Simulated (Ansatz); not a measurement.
# TaN: what the fields show

The calculation's input:

```
crystal:
  lattice:
    - [2.9217699809, 0.0, 0.0]
    - [-1.4608849905, 2.5303270275, 0.0]
    - [0.0, 0.0, 5.916515]
  atoms:
    - { symbol: Ta, position: [0.0, 0.0, 0.5] }
    - { symbol: Ta, position: [0.0, 0.0, 0.0] }
    - { symbol: "N", position: [0.3333333333, 0.6666666667, 0.25] }
    - { symbol: "N", position: [0.6666666667, 0.3333333333, 0.75] }
hamiltonian:
  xc: pbe
  pseudopotentials: { kind: paw }
kpoints:
  mp_grid: { grid: [6, 6, 3] }
scf:
  occupations: { method: fermi_dirac, width: 0.05 }
output:
  forces: true
  stress: true
  eigenvalues: true
  write_density: true
  write_potential: true
  elf: true
  volumetric_format: npy
```

Run with:

```sh
ansatz run input.yaml --threads 2 --pin off --max-ram 5632MiB --backend cpu --events-out ev --progress --plain --runs-dir out
```

Below, planes, directions and counts refer to the conventional cell (a = 2.92 Å, b = 2.92 Å, c = 5.92 Å, α = 90.00°, β = 90.00°, γ = 120.00°).

Space group P6₃/mmc; a structure from a database of computed crystals, not necessarily the ambient phase.

These are results of Kohn-Sham DFT of a periodic cell, HSE06 form with a typed share of exact exchange, Ansatz PAW (Ansatz 0.2.0), not measurements.

In a PAW calculation such maps are meaningful between the atoms, not at the nuclei.

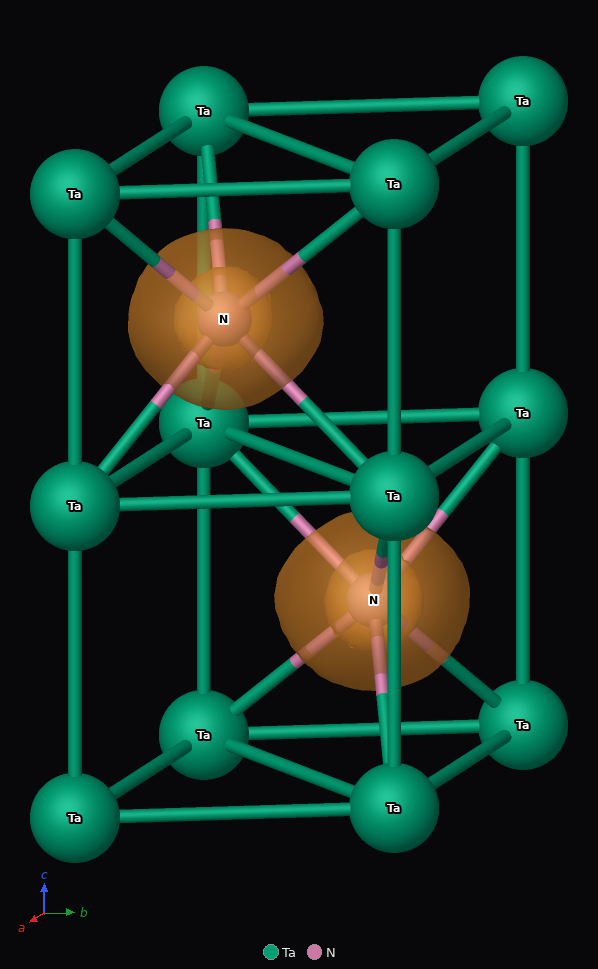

Figure 1. Isosurface of the electron localisation function at 0.7 (orange), seen slightly off an axis. Core shells and regions of very low density are left out. Sticks mark near contacts.

Question: Describe the localisation domains.

Answer: At this value the surface marks out two regions wrapped around N (the valence shell of each), counted in one cell of 4 atoms. Any copies at cell faces, edges or corners count once.


Ta–N (2.24 Å): the ELF peaks at about 0.80 in the valence shell of N, 0.6 Å from its nucleus, and is about 0.15 at the midpoint (no localised pair shows between them). Ta–Ta (2.92 Å): the ELF is about 0.25 at the midpoint; no shared electron pair shows on this line.

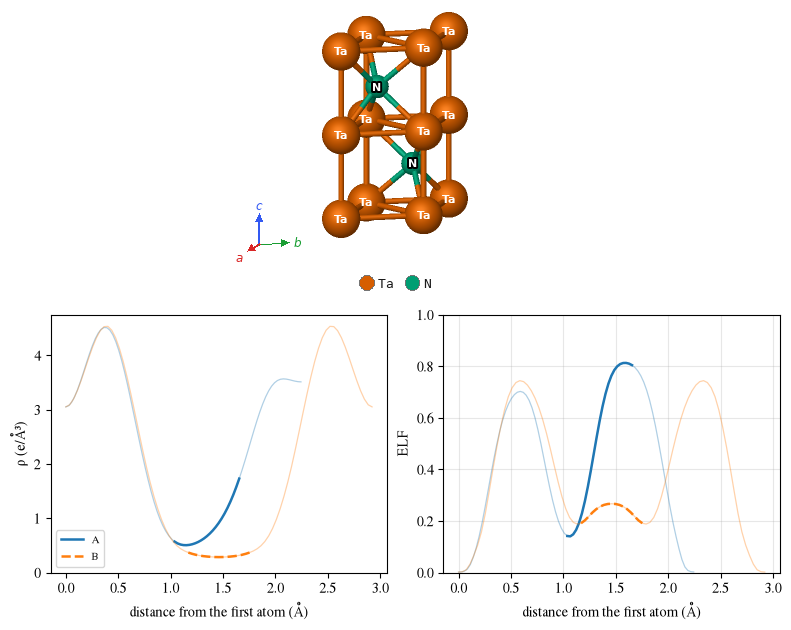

Figure 2. Valence electron density and ELF along straight lines between neighbouring atoms. Thin, pale parts lie inside the atomic spheres. The structure is drawn too.

Question: Which curve belongs to which contact (Ta–N and Ta–Ta)? The first atom named is at distance zero.

Answer: Curve A: Ta–N (2.24 Å): ρ at the midpoint is about 0.51 e/Å³; the ELF peaks at about 0.80 in the valence shell of N, 0.6 Å from its nucleus, and is about 0.15 at the midpoint; no shared electron pair shows on this line. Curve B: Ta–Ta (2.92 Å): ρ at the midpoint is about 0.29 e/Å³; the ELF is about 0.25 at the midpoint; no shared electron pair shows on this line.

Question: Does the calculation make it a metal, or give it a gap?

Answer: It is gapless in this calculation (a metal or semimetal); semilocal functionals without U, or without the true magnetic order, often close the gap of such compounds.
